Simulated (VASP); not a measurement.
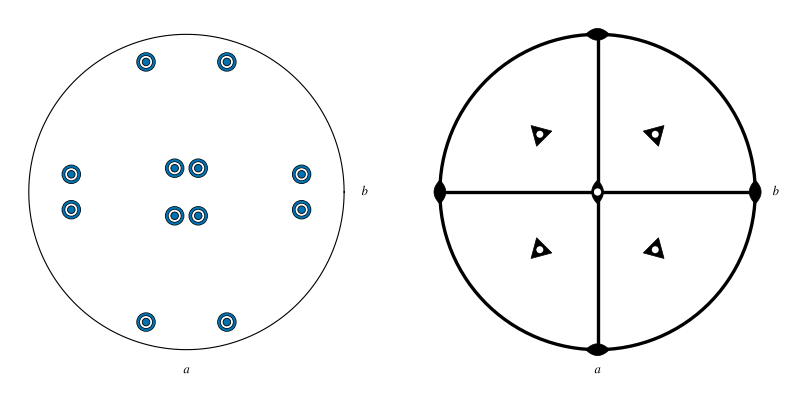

Stereographic projection: filled dots lie in the upper hemisphere, open rings in the lower; heavy lines are mirror planes (a heavy rim: a mirror in the plane of the page); lens, triangle, square and hexagon are 2-, 3-, 4- and 6-fold axes, a lens in an open square is −4, a triangle in an open hexagon −6; thin dashed diameters join the ends of axes that lie in the page; a small open circle marks inversion. The c axis points at the viewer. Left: one general form; right: the symmetry elements. Computed from the symmetry operations of a computed or model structure of composition MgO2.

Which point group is this?

m-3 (Th), order 24, cubic system: four threefold axes, three twofold axes, three mirror planes, an inversion centre.

Which physical properties does it allow?

It is centrosymmetric, so neither piezoelectric nor pyroelectric; it is not chiral.
